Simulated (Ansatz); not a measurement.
## Electronic structure of SbSe2 in real space

The calculation's input:

```
crystal:
  lattice:
    - [3.8674280261, 0.0, 0.0]
    - [-1.933714013, 3.3492909179, 0.0]
    - [0.0, 0.0, 11.5090595226]
  atoms:
    - { symbol: Sb, position: [0.6666666667, 0.3333333333, 0.75] }
    - { symbol: Sb, position: [0.3333333333, 0.6666666667, 0.25] }
    - { symbol: Se, position: [0.3333333333, 0.6666666667, 0.9038993208] }
    - { symbol: Se, position: [0.6666666667, 0.3333333333, 0.4038993208] }
    - { symbol: Se, position: [0.3333333333, 0.6666666667, 0.5961006792] }
    - { symbol: Se, position: [0.6666666667, 0.3333333333, 0.0961006792] }
basis:
  ecutwfc: 420
kpoints:
  mp_grid: { grid: [12, 12, 4] }
hamiltonian:
  xc: pbesol
scf:
  occupations: { method: gaussian, width: 0.1 }
output:
  forces: true
  stress: true
  eigenvalues: true
  write_density: true
  write_potential: true
  elf: true
  volumetric_format: npy
relax:
  adjacent_minimum: "off"
  f_tol: 0.01
  max_steps: 60
  cell: { stress_tol: 0.1 }
```

Launched as:

```sh
ansatz run input.yaml --threads 1 --pin off --max-ram 2560MiB --backend cpu --events-out ev --progress --plain --runs-dir out
```

Below, planes, directions and counts refer to the conventional cell (a = 3.82 Å, b = 3.82 Å, c = 11.69 Å, α = 90.00°, β = 90.00°, γ = 120.00°).

The fields are those of the run's last geometry, not of the input's.

Space group P6₃/mmc.

Theory: DFT PBEsol, scalar-relativistic, plane waves, PAW (Ansatz 0.2.0).

The density is the valence pseudo-density of a PAW calculation; it isn't the true density close to the nuclei.

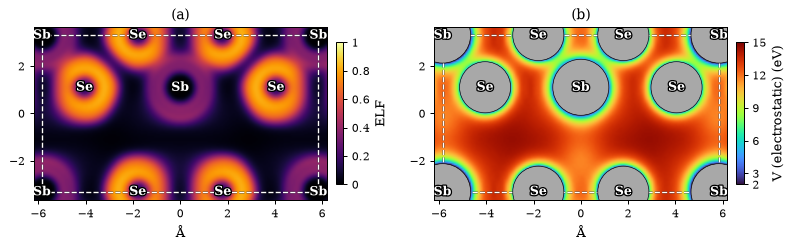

Figure 1. (a) electron localisation function; (b) electrostatic potential energy of an electron on the (110) plane of the conventional cell. Grey discs cover the atomic cores in the potential map.

What does the map show?

Atoms in the plane: Sb and Se. Sb–Se (2.85 Å): the ELF is about 0.55 at the midpoint. The ELF also peaks beside Se, away from the bonds: lone-pair regions. Outside the cores the potential energy rises away from the atoms and is highest about 2.5 Å from the nearest atoms; its zero is arbitrary.

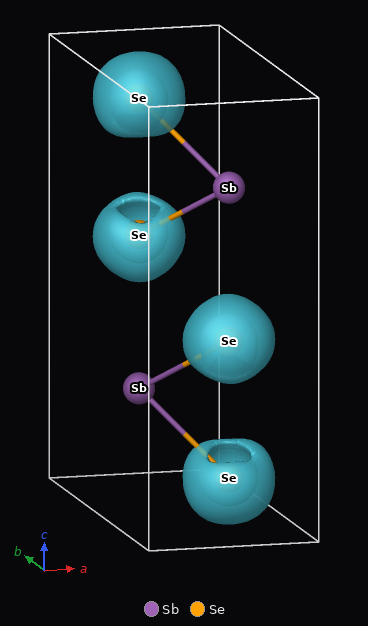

Figure 2. Isosurface of the ELF at 0.75 (cyan), seen at an oblique angle. Only the valence region is drawn (cores and ρ < 0.01 e/Å³ removed). Sticks mark near contacts.

Where are the electrons localised?

The surface consists of four regions wrapped around Se (the valence shell of each), counted in one cell of 6 atoms. Any copies at cell faces, edges or corners count once.

Metal or insulator at this level of theory?

It is metallic or semimetallic at this level of theory: no gap opens.
